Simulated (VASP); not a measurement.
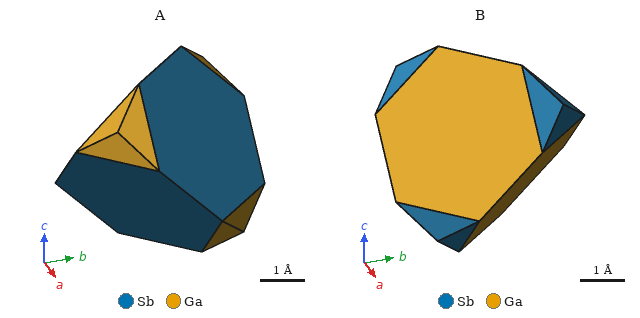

Computed Voronoi cells of the 2 sites of this structure, drawn to one scale and in one orientation; each face has the colour of the neighbour behind it.

GaSb, space group F-43m (No. 216), a = 6.055 Å, b = 6.055 Å, c = 6.055 Å, α = 90.00°, β = 90.00°, γ = 90.00°

| site | Wyckoff | x | y | z |
| --- | --- | --- | --- | --- |
| Sb | 4c | 0.7500 | 0.2500 | 0.7500 |
| Ga | 4a | 0.5000 | 0.0000 | 0.5000 |

Source: the geometry relaxed with VASP 6.6.1, VASP Kohn-Sham DFT of a periodic cell, PBEsol0, VASP PAW PBE potentials, recommended.

> Which cell belongs to which site?

A is Ga (4 faces above 1 % of the solid angle, 27.7 Å³, mostly facing Sb); B is Sb (4 faces above 1 % of the solid angle, 27.7 Å³, mostly facing Ga).
